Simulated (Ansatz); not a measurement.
# Magnon dispersion of ferromagnetically ordered LuVO3 (Pnma) from PBEsol+U exchange couplings at constrained moments

A magnetic insulator can carry a spin signal without moving charge, and the magnon dispersion sets the frequencies available to such a device. For LuVO3 I ask how the magnon energies run through the zone when all vanadium moments are parallel, and which V–V couplings fix them. The energies are excitation energies above that ferromagnetic state, obtained by linear spin-wave theory from PBEsol+U couplings. The measured order is antiferromagnetic of G type, whereas these couplings themselves favour parallel moments. The spectrum therefore belongs to the calculated state, and I do not read it as a prediction for neutron scattering on the real crystal.

## Calculations

One crystal, LuVO3 (orthorhombic perovskite, Pnma), in the lowest of the collinear states that were tried (20 atom(s), 4 counted as magnetic, largest moment 1.54 muB), from cells of the Materials Project database (relaxed there by DFT; measured order: antiferro G-type (arxiv:1503.07081)). Ansatz 0.2.0, plane waves with its default PAW datasets, cutoff 420 eV, collinear spins without spin-orbit coupling, Fermi-Dirac smearing of 0.1 eV. The k mesh is 6×4×6 and the sums for the couplings run over 6×6×6. Functional: PBEsol, Dudarev U (eV) V 3.2. The couplings are taken at constrained moments: the directions are held and the rest of the density and field relaxes in linear response. A second set comes from the magnetic force theorem at rigid moments: each moment turns with its exchange field frozen. The strongest shells of the first set are V–V pairs at 3.86 Å, 4 neighbours, J = 2.14 meV; V–V pairs at 3.80 Å, 2 neighbours, J = 1.87 meV; V–V pairs at 5.41 Å, 8 neighbours, J = 0.0622 meV. Adiabatic magnon energies follow from all couplings by linear spin-wave theory along a path through the zone of the magnetic cell. The rows are a selection of 22 of the 67 points on this stretch of the path, with its corners; over all 67 points the lowest branch of the first set reaches 25.6 meV and the highest 49 meV. By the count of bands on its mesh the state is insulating, with a gap of 1.60 eV.

Notes on method and selection:

- J is defined by E = -sum over ordered pairs (each pair twice) of J e_i.e_j with unit vectors e, a classical Heisenberg model without biquadratic or multi-spin terms, so J > 0 favours parallel moments and the moment's size is inside J.
- Without spin-orbit coupling there is no anisotropy, so the lowest branch goes to zero at the ordering wavevectors; damping and quantum corrections are left out.
- Couplings at rigid moments can miss in size and sometimes in sign.
- The state is the lowest of a few collinear starts and need not be the true ground state; spin-orbit coupling is left out.
- Ansatz's own search for a lower self-consistent state was switched off in some of these runs and left at its default in others, so a run without it may rest in a state that is not the lowest for its pattern of moments.
- Runs whose couplings were flagged as in doubt, moved by over 30 per cent with the upper empty bands, lost their pattern of moments or rest on unlike orbital states are not listed.
- Runs that did not converge, have known faults or may not be shown are not listed, and runs on Ansatz's PAW sets soft_1 and soft_2 are kept to separate tables.

Columns:

- path length (1/Å): length along the path from its start.
- q: wavevector in fractions of the magnetic cell's reciprocal vectors.
- lowest, constrained (meV): energy of the lowest magnon branch, constrained couplings.
- highest, constrained (meV): energy of the highest of the 4 branches, constrained couplings.
- lowest, rigid (meV): energy of the lowest magnon branch, rigid couplings.

Input lines of one member:

```
magnetization:
  spin_polarized: true
kpoints:
  mp_grid: { grid: [6, 4, 6] }
  band_path:
    path:
      - [0.0, 0.0, 0.0]
      - [0.5, 0.0, 0.0]
      - [0.5, 0.5, 0.0]
      - [0.0, 0.0, 0.0]
      - [0.0, 0.0, 0.5]
      - [0.5, 0.5, 0.5]
      - [0.0, 0.5, 0.0]
    npoints: 11
hamiltonian:
  xc: pbesol
  hubbard:
    sites: [{ species: V, l: d, u_eff: 3.2, starting_ns: occupation_matrices }]
    projectors: ortho-atomic
scf:
  occupations: { method: fermi_dirac, width: 0.1 }
  lower_state_search: "off"
output:
  write_bands: true
  eigenstates:
    nscf_kmesh: { grid: [6, 6, 6] }
    top_band: c168
    exchange_couplings: { magnetic: [{ species: V }] }
```

Command (options for logging and memory left out): `ansatz run input.yaml`

## Computed values

```
member     path length (1/Å)  q                    lowest, constrained (meV)  highest, constrained (meV)  lowest, rigid (meV)  remark
0.000 1/Å  0.000              (0, 0, 0)            0.0                        49.0                        0.0                  corner of the path
0.202 1/Å  0.202              (0.182, 0, 0)        2.8                        46.4                        2.3
0.404 1/Å  0.404              (0.364, 0, 0)        10.3                       39.5                        8.9
0.555 1/Å  0.555              (0.5, 0, 0)          17.8                       32.8                        15.7                 corner of the path
0.593 1/Å  0.593              (0.5, 0.045, 0)      17.9                       32.8                        15.8
0.743 1/Å  0.743              (0.5, 0.227, 0)      19.8                       31.1                        17.4
0.894 1/Å  0.894              (0.5, 0.409, 0)      23.5                       27.7                        20.7
0.969 1/Å  0.969              (0.5, 0.5, 0)        25.6                       25.6                        22.7                 corner of the path
1.095 1/Å  1.095              (0.409, 0.409, 0)    18.6                       32.5                        16.2
1.347 1/Å  1.347              (0.227, 0.227, 0)    6.4                        43.6                        5.5
1.598 1/Å  1.598              (0.045, 0.045, 0)    0.3                        48.8                        0.2
1.661 1/Å  1.661              (0, 0, 0)            0.0                        49.0                        0.0                  corner of the path
1.825 1/Å  1.825              (0, 0, 0.136)        1.7                        47.7                        1.5
2.043 1/Å  2.043              (0, 0, 0.318)        8.6                        42.2                        7.5
2.261 1/Å  2.261              (0, 0, 0.5)          18.5                       33.7                        16.5                 corner of the path
2.512 1/Å  2.512              (0.182, 0.182, 0.5)  19.4                       32.1                        17.4
2.764 1/Å  2.764              (0.364, 0.364, 0.5)  21.9                       28.2                        19.9
2.953 1/Å  2.953              (0.5, 0.5, 0.5)      24.9                       24.9                        22.6                 corner of the path
3.027 1/Å  3.027              (0.454, 0.5, 0.454)  ?                          ?                           ?
3.324 1/Å  3.324              (0.273, 0.5, 0.273)  18.2                       33.0                        16.2
3.621 1/Å  3.621              (0.091, 0.5, 0.091)  10.1                       41.6                        8.9
3.770 1/Å  3.770              (0, 0.5, 0)          8.7                        43.0                        7.7                  corner of the path
```

Cells marked ? are withheld until the estimate has been made.

lowest, constrained (meV) against path length (1/Å), members shown:

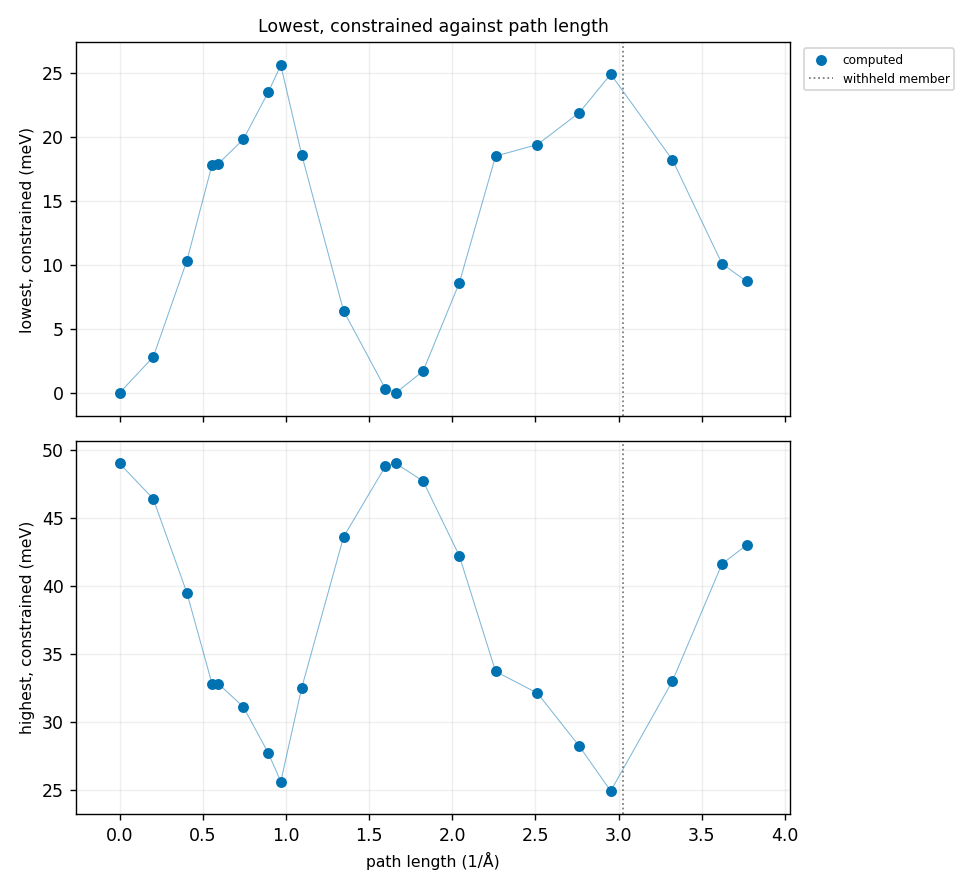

## Mechanism

The lowest branch rises from zero at the zone centre to 17.8 meV at (0.5, 0, 0) and 18.5 meV at (0, 0, 0.5), but only to 8.7 meV at (0, 0.5, 0). The ratio 17.8 / 8.7 = 2.05 comes mainly from counting bonds. Each V has four neighbours in the plane normal to the long axis $b$ and two along $b$, which gives 4 × 2.14 = 8.56 meV against 2 × 1.87 = 3.74 meV.

With $J_1$, $J_2$, $J_3$ for the three listed shells and $q=(h,k,l)$, the lowest branch is approximately

$$\hbar\omega = P\,[4J_1(1-\cos\pi h\cos\pi l)+2J_2(1-\cos\pi k)+8J_3(1-\cos\pi h\cos\pi k\cos\pi l)].$$

At the zone centre the highest branch has every nearest neighbour out of phase, while the third shell stays in phase. This fixes the prefactor: $P$ = 49.0 / (2 × (8.56 + 3.74)) = 1.99. Spin-wave theory gives $P=4/M$, with $M$ the whole spin moment per V in Bohr magnetons, so the value corresponds to the two unpaired electrons of V$^{3+}$ rather than to the smaller 1.54 muB counted on the V site itself.

The formula then gives 1.99 × (8.56 + 3.74 + 0.50) = 25.5 meV at (0.5, 0.5, 0), where the table has 25.6 meV. It gives the same 25.5 meV at (0.5, 0.5, 0.5), where the table has 24.9 meV; that difference must come from the weaker couplings beyond these three shells.

The rigid-moment couplings give the same shape at lower energy. At (0.5, 0, 0) the constrained result is higher by a factor 17.8 / 15.7 = 1.13, so letting the density respond strengthens the effective exchange here.

The parallel alignment may stem from alternating occupied $t_{2g}$ orbitals on neighbouring V, which favour it through Hund's coupling, but the columns contain no orbital occupations.

## An estimate before looking

Plain estimates from the members shown:

- 3.027 1/Å, straight-line interpolation between 2.953 1/Å and 3.324 1/Å: w = (3.027 − 2.953) / (3.324 − 2.953) = 0.199, so 24.9 + 0.199 × (18.2 − 24.9) = 23.6 meV

The withheld point lies close to the corner (0.5, 0.5, 0.5), on the line $(h, 0.5, h)$. The straight-line estimate of 23.6 meV assumes a constant slope from that corner, but the nearest-neighbour formula makes the branch flat there. With $k=0.5$ the terms in $\cos\pi k$ drop out, and the energy varies as $\cos^2\pi h$. I therefore keep this shape and take its two constants from the corners of the line:

$$\hbar\omega(h) = 24.9 - (24.9-8.7)\cos^2\pi h\ \text{meV}.$$

Two shown points on the same line test it. At $h$ = 0.273, where the squared cosine is about 0.43, it gives about 18 meV against 18.2 meV in the table. At $h$ = 0.091, where it is about 0.92, the formula gives 24.9 − 16.2 × 0.92 = 10.0 meV against 10.1 meV.

At $h$ = 0.454 the squared cosine is only about 0.021, so the estimate is 24.9 − 16.2 × 0.021 = 24.6 meV.

The two test misses are 0.2 and 0.1 meV, both at points farther from the corner (0.5, 0.5, 0.5). The formula is tied to the table at the corner, so its miss should be smaller this close to it. I take 0.1 meV as one standard deviation, which also covers the rounding of the corner values.

**Committed estimate, 3.027 1/Å: lowest, constrained = 24.6 ± 0.1 meV.**

## The withheld result

```
member     path length (1/Å)  q                    lowest, constrained (meV)  highest, constrained (meV)  lowest, rigid (meV)
3.027 1/Å  3.027              (0.454, 0.5, 0.454)  24.6                       25.2                        22.3
```

```
member     estimate       lowest, constrained (meV)  computed  estimate − computed  miss in error bars
3.027 1/Å  committed      24.6                       24.6      0.0                  0.0
3.027 1/Å  interpolation  23.6                       24.6      −1.0
```

lowest, constrained (meV) against path length (1/Å):

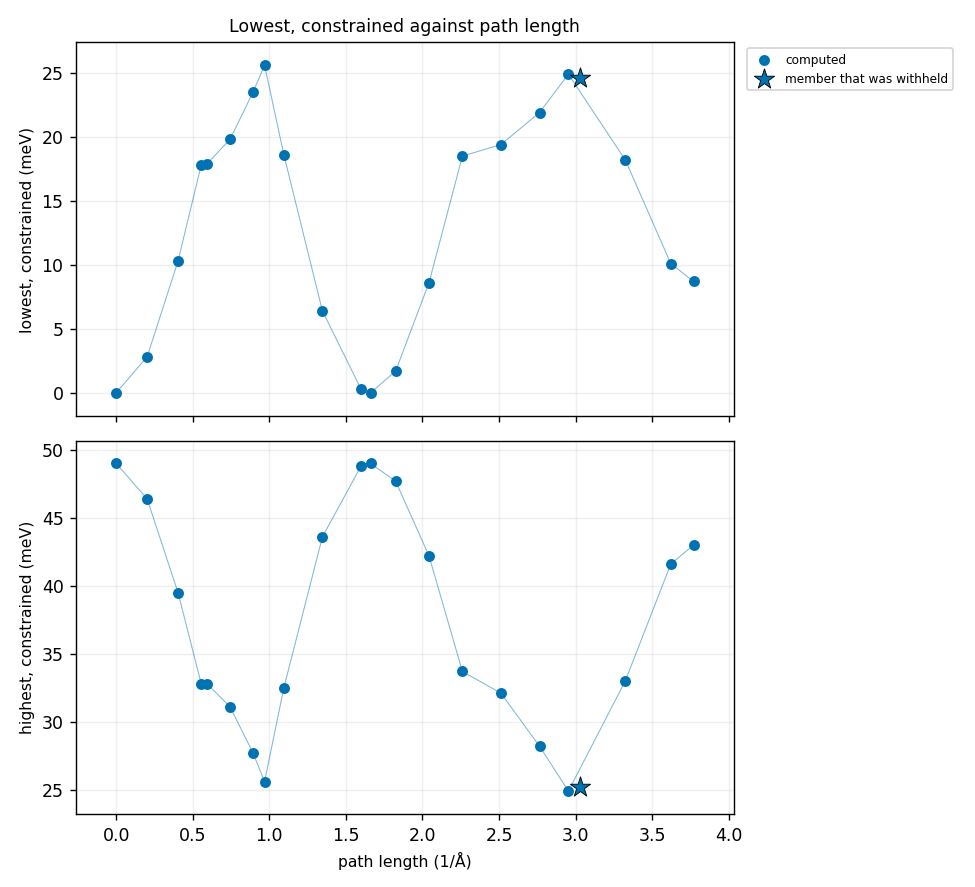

The estimate of 24.6 ± 0.1 meV agrees with the computed 24.6 meV to the printed digit. The straight line gave 23.6 meV, 1.0 meV too low, because it assumed a constant slope where the branch leaves the corner almost flat.

The $\cos^2\pi h$ shape held, and so did the choice to take its constants from the two corners of the line. With the three listed couplings alone, the formula would have given 25.5 − 1.99 × 8.56 × 0.021 = 25.1 meV, which is 0.5 meV too high. The result therefore fits the nearest-neighbour form along this line but does not single it out, since couplings between V atoms one lattice vector apart along $a$ or $c$ would give the same $\cos^2\pi h$ shape. The energy at the corner also needs the weaker couplings.

The highest branch lies at 25.2 meV, only 0.6 meV above the lowest. This fits the same picture, in which the coupling between the V sublattices fades towards the corner and the branches merge.

## Residuals

No row lies far from the three-shell formula: its largest miss on the lowest branch is about 0.6 meV. The clearest departures are at (0.5, 0.5, 0.5), where the formula gives 25.5 meV against 24.9 meV, and at (0, 0, 0.5), where it gives 1.99 × (8.56 + 0.50) = 18.0 meV against 18.5 meV. The withheld point and (0.364, 0.364, 0.5) are also overestimated by about 0.5 meV, as neighbours of the first corner.

The cause at that corner can be narrowed down. At (0.5, 0.5, 0) and at (0.5, 0.5, 0.5) the lowest and highest branches coincide, so the couplings between different V sublattices cancel at both. The remaining difference, 25.6 − 24.9 = 0.7 meV, must come from weak couplings between V atoms of the same sublattice, which are separated by whole lattice vectors and are absent from the three-shell formula.

## Conclusions

For this ferromagnetic state, three couplings reproduce the lowest branch at every listed wavevector to about 0.6 meV. On the line $(h, 0.5, h)$, fixing the two corners brings the miss down to 0.2 meV or less.

In units of practice, with 1 meV equal to about 0.24 THz, the lowest branch at (0, 0.5, 0) corresponds to 8.7 × 0.24 = 2.1 THz, and the top of the spectrum at the zone centre to about 12 THz.

These small misses describe the fit to the calculated couplings and say nothing about the real crystal. Its measured G-type order has antiparallel nearest neighbours, opposite to what both leading couplings favour, and other choices of U or functional change the coupling strength markedly. Spin-orbit coupling, left out here, would add anisotropy and normally open a gap at the zone centre, which matters most for the lowest frequencies.

[Logs are printed without paths, hosts, clocks, repeated set-up lines and the standing remarks that a program may print on its own settings, such as how far it seeks lower states.]
